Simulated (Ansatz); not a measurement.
Single-point calculation, with input and output: TiAl

The run: single-point calculation of TiAl (Pmmm, 2 atoms in the cell). Method and program: DFT r2SCAN, scalar-relativistic, plane waves, PAW, no spin polarisation (Ansatz 0.2.0).

The structure derives from an entry of the Crystallography Open Database. It belongs to a series of runs on one base structure; here: strain +0.0375 x Voigt [1, -1, 0, 0, 0, 0], atoms carried along. Figures and captions count atoms from 1; the log counts them from 0 in places.

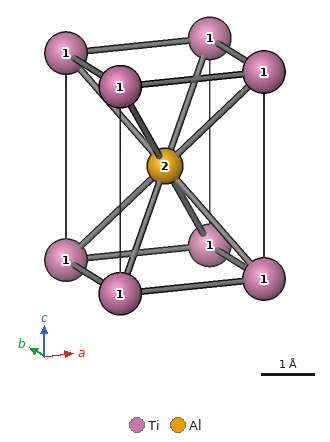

Figure 1. The structure as given in the input (ball-and-stick view of the cell of the calculation, seen slightly off an axis; atoms are numbered from 1 in the order of the input). An atom can appear more than once, as a periodic image. Near neighbours in the periodic cell (some may lie outside the picture): Ti has 8 Al at 2.85 Å and 4 Ti at 2.73 to 2.94 Å; Al has 4 Al at 2.73 to 2.94 Å and 8 Ti at 2.85 Å.

**Results in brief**

| quantity | value |
| --- | --- |
| outcome | converged |
| space group (tolerance 0.01 Å) | Pmmm (47) |
| electrons treated | 15 |
| free energy | −3045.6503 eV |
| Fermi energy | 10.950 eV |
| gap on the k-point mesh | none (metallic) |
| pressure | −1.53 GPa |
| largest force (length of the vector) | under 0.001 eV/Å |
| hardware | 1 thread of Intel Xeon @ 2.50GHz (Skylake/Cascade Lake), 189 GiB of memory available, shared host |
| wall time | 68 s |
| peak memory | 0.6 GiB |

**Input file**
```yaml
crystal:
  lattice:
    - [2.94369875, 0.0, 0.0]
    - [0.0, 2.73090125, 0.0]
    - [0.0, 0.0, 4.0591]
  atoms:
    - { symbol: Ti, position: [0.0, 0.0, 0.0] }
    - { symbol: Al, position: [0.5, 0.5, 0.5] }
basis:
  ecutwfc: 500
kpoints:
  mp_grid: { grid: [16, 16, 12] }
hamiltonian:
  xc: r2scan
scf:
  occupations: { method: gaussian, width: 0.15 }
output:
  forces: true
  stress: true
  eigenvalues: true
  write_density: true
  write_potential: true
  elf: true
  volumetric_format: npy
```

Run as:
```bash
ansatz run input.yaml --threads 1 --pin off --max-ram 2560MiB --backend cpu --events-out ev --progress --plain --runs-dir out
```

**The program's output**
```
Engine: ansatz 0.2.0, x86_64-unknown-linux-gnu
Pseudopotentials: kind: paw
Pseudopotential: Ti, paw, valence charge 12, recommended cutoff 500 eV (meta_gga), Ti.paw.azcp
Pseudopotential: Al, paw, valence charge 3, recommended cutoff 500 eV (meta_gga), Al.paw.azcp
Functional definition: r2SCAN
  parameter k0 = 0.174
  parameter k1 = 0.065
  parameter a1 = 4.9479
  exchange = r2scan_x(k0 = k0, k1 = k1, a1 = a1)
  correlation = r2scan_c
Crystal: 2 atoms, lattice volume = 32.631 Å³
Basis set: ecut = 500 eV, 829 PW (Γ), exchange–correlation on 96×80×120 points (64 copies of the dense FFT grid, shifted against one another)
Bands: 12, of which v1, the nominal top of the filled ones, is band 8 counted from 1 (7 counted from 0)
Symmetry: 8 space group operations
Space group: Pmmm (ITA 47), of the structure as read, at distance tolerance 3.2e-5 Å
k-points: 567 of 3072
Non-local potential: Ti, projectors of the file, l = 0: 3, l = 1: 2, l = 2: 3, l = 3: 1
Non-local potential: Al, projectors of the file, l = 0: 2, l = 1: 2, l = 2: 1
PAW form: soft (Blöchl's): semilocal exchange-correlation on the pseudo side does not see the compensation charge
PAW frozen core: Ti, regenerated for the run's functional (the file was generated under x = pbe(κ = 0.804, μ = 0.2195149727645171), c = pbe(β = 0.06672455060314922))
PAW frozen core: Al, regenerated for the run's functional (the file was generated under x = pbe(κ = 0.804, μ = 0.2195149727645171), c = pbe(β = 0.06672455060314922))
PAW one-centre angular grid: Ti, 590 points (default); XC on 160 Gauss nodes
PAW one-centre angular grid: Al, 302 points (default); XC on 160 Gauss nodes
Initial density: superposition of atomic densities (neutral atoms: chi_scale 0, normalization atom), corrected by the library's trained network
Initial wavefunctions: pseudopotential atomic-orbital guess
Functional: x = r2scan, c = r2scan; τ floored in thin density (d = 2e-4 eV/Å³)
SCF iter   1: F=—  HF=-3045.621225 eV  |F-HF|=—  |Δ(HF+E_count)|=         —  Δρ=1.21e-2  dr2=4.40e-2  dr2_τ=1.84e-2  ethr=1.77e-3  ⟨swp⟩=4.9  Hψ=34243  notcnv=0
preconditioner: auto → none  [metal: Δε(μ)=0.005 eV  Ē_g=5.735 eV  σ=0.150 eV  W_gap=0.02  n_scr=6 (ndim 8)  ℏωp=17.2 eV  f_vac=0.000  D(μ)=1.59/eV (n_scr^D=14)  sad-step TF]
SCF iter   2: F=—  HF=-3045.649572 eV  |F-HF|=—  |Δ(HF+E_count)|=   2.83e-2  Δρ=3.96e-3  dr2=3.48e-3  dr2_τ=6.77e-4  ethr=2.93e-4  ⟨swp⟩=2.8  Hψ=17342  notcnv=0  defer=60
SCF iter   3: F=—  HF=-3045.649952 eV  |F-HF|=—  |Δ(HF+E_count)|=   3.80e-4  Δρ=1.85e-3  dr2=7.96e-4  dr2_τ=4.54e-5  ethr=2.32e-5  ⟨swp⟩=2.4  Hψ=8743  notcnv=0  defer=60
SCF iter   4: F=—  HF=-3045.650282 eV  |F-HF|=—  |Δ(HF+E_count)|=   3.30e-4  Δρ=8.15e-4  dr2=2.41e-4  dr2_τ=1.77e-5  ethr=5.30e-6  ⟨swp⟩=2.8  Hψ=10493  notcnv=0  defer=60
SCF iter   5: F=—  HF=-3045.650281 eV  |F-HF|=—  |Δ(HF+E_count)|=   1.13e-6  Δρ=1.63e-4  dr2=2.99e-6  dr2_τ=3.62e-7  ethr=1.61e-6  ⟨swp⟩=2.2  Hψ=8173  notcnv=0  defer=60
SCF iter   6: F=—  HF=-3045.650284 eV  |F-HF|=—  |Δ(HF+E_count)|=   3.11e-6  Δρ=2.45e-5  dr2=9.80e-8  dr2_τ=6.27e-9  ethr=6.67e-10  ⟨swp⟩=5.9  Hψ=37006  notcnv=0
SCF iter   7: F=-3045.650284 eV  HF=-3045.650284 eV  |F-HF|=2.12e-9  |Δ(HF+E_count)|=   3.34e-8  Δρ=4.73e-6  dr2=3.77e-9  dr2_τ=2.81e-10  ethr=6.53e-10  ⟨swp⟩=4.8  Hψ=33839  notcnv=0
SCF 1 converged in 7 iterations: F = -3045.650284 eV  dr2 = 3.77e-9
  greatest PAW one-centre occupation: 1.001 electrons in one spin orbital (limit 2), on the Ti atom at site 0 (counted from 0), in its partial waves of l = 1
```

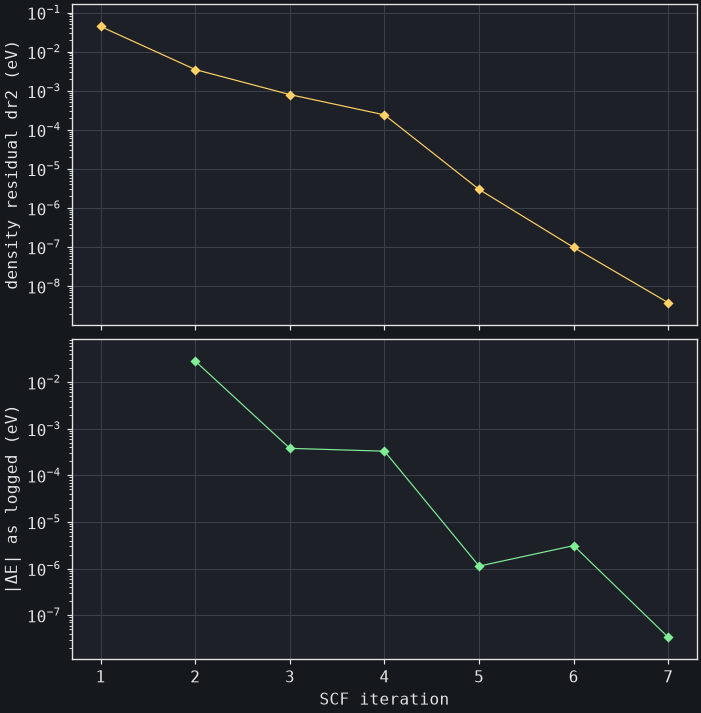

Figure 2. Convergence of the self-consistent field: density residual dr2 and size of the energy change against the SCF iteration. The residual falls at every step.

```
SCF converged after 7 iterations
Free energy (F): -3045.650284 eV
Harris-Foulkes:  -3045.650284 eV  (|F-HF|=2.12e-9)
Internal energy: -3045.631964 eV  (E = F + TS)
E sigma→0 (E₀):  -3045.641124 eV
Entropy (-TS):   -0.018320 eV (-9.160 meV/atom)
Fermi energy:    10.950156 eV
--- Per-component energies (eV) ---
  E_band       = -180.012765
  E_kinetic    = 296.627288
  E_local      = -1076.715002  (includes V_loc(G=0)·N_el)
  E_nonlocal   = 17.859580
  E_hartree    = 460.353581
  E_xc         = -130.082154
  E_vxc        = -164.489604  (∫ρ·V_xc dr)
  E_paw        = -1530.476640  (= ΣΔE_a)
  E_vpaw       = -184.330015  (= ΣTr[D̂ρ^β])
  E_aug_tail   = 0.000095  (compensation charges beyond the density's cutoff)
  E_vtau       = 10.328165  (kinetic-family band-sum trace: ∫τ·v_τ [+ j·A + Jᵃ·Aᵃ] dr)
  E_ewald      = -1082.885147
  E_core_change = -0.313565  (= ΣΔE_core)
  E_smearing   = -0.018320  (= −TS)
  E_closure    = 0.000000  (closes the sum)
  Σ components = -3045.650284   (vs F -3045.650284, Δ=0.00e0)
--- Forces (eV/Å), atoms counted from 1 ---
  atom   1  Ti    -0.00000000    -0.00000000     0.00000000
  atom   2  Al     0.00000000     0.00000000     0.00000000
  max |Σ_I F_I| component: 7.15e-31 eV/Å
--- Stress (GPa, compression-positive) ---
       -6.921796       0.000000       0.000000
        0.000000       3.807376       0.000000
        0.000000       0.000000      -1.483374
  P = ⅓ Tr σ = -1.5326 GPa (-15.326 kbar)
--- Band table (eV; the first three rows and the last of 567) ---
  k-point 0: bands = ["-48.1077", "-23.4464", "-23.1158", "-22.8657", "1.3429", "8.9727", "9.9213", "10.4715", "12.8946", "13.5711", "14.5468", "17.4392"]
  k-point 1: bands = ["-48.1076", "-23.4477", "-23.1158", "-22.8656", "1.4103", "8.6202", "9.9320", "10.6803", "12.8547", "13.5507", "14.5477", "17.6570"]
  k-point 2: bands = ["-48.1075", "-23.4512", "-23.1156", "-22.8655", "1.6087", "7.8795", "9.9636", "11.0292", "12.7513", "13.4962", "14.5504", "18.2521"]
  k-point 566: bands = ["-47.9830", "-23.4761", "-23.3713", "-23.3391", "8.3373", "8.4938", "8.5369", "12.9918", "13.2844", "13.6236", "14.9348", "15.1565"]
```

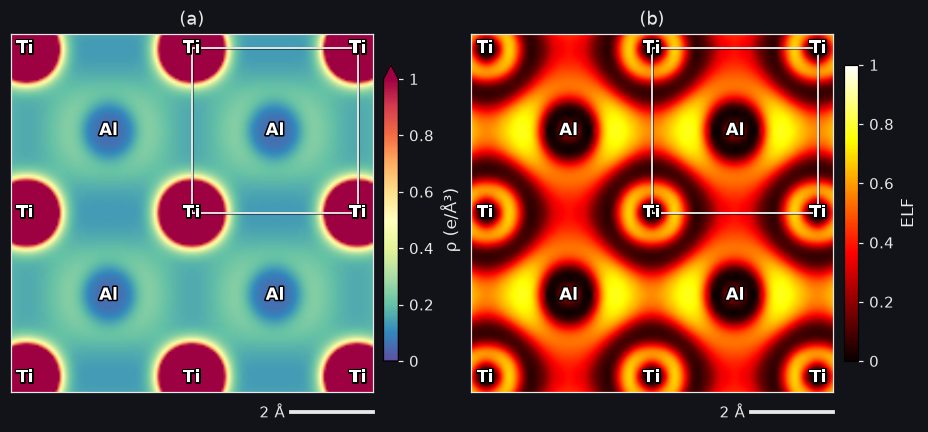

Figure 3. (a) valence pseudo-density; (b) ELF on the (110) plane of the conventional cell. Ti–Al (2.85 Å): the density is about 0.2 e/Å³ at the midpoint; the ELF is about 0.40 at the midpoint, which marks nearly free electrons, as in a simple metal. Away from the nuclei the density in this plane falls to 0.13 e/Å³ at its lowest. The strong features right at Ti lie inside the PAW spheres (semicore, d or f shells) and say nothing about bonding. The fields are those of the smooth PAW valence density.

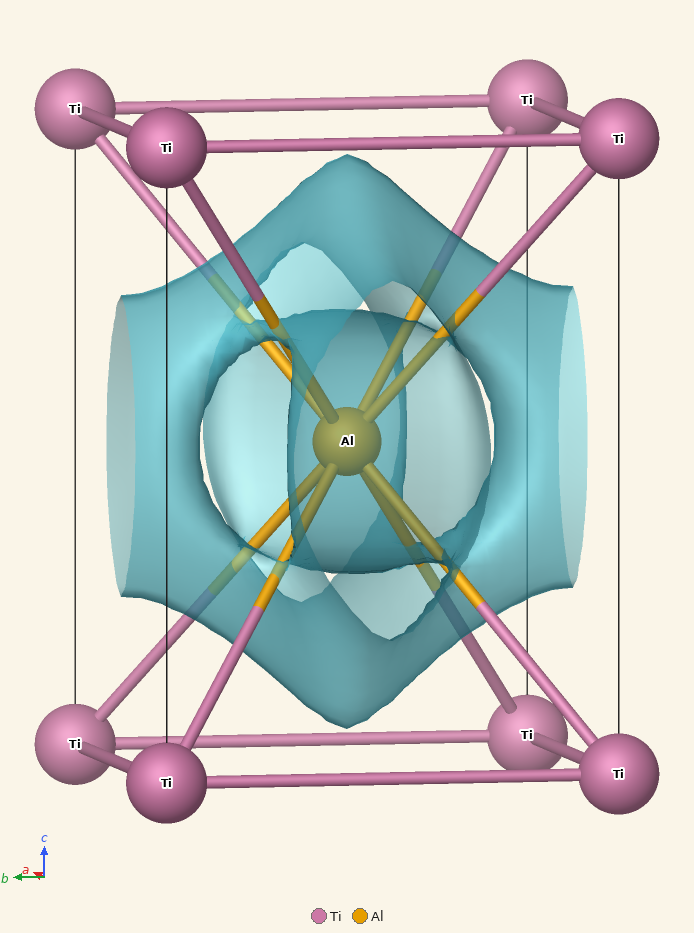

Figure 4. Isosurface of the electron localisation function at 0.6 (cyan), seen at an oblique angle. Core shells and regions of very low density are left out. Sticks mark near contacts. The outline is the cell set on symmetry axes. Values along the shortest contacts: Al–Al (2.73 Å): the ELF peaks at about 0.75 between the atoms, as expected for localised, shared-pair bonding. Ti–Ti (2.73 Å): the ELF is about 0.35 at the midpoint, as expected for metallic bonding.
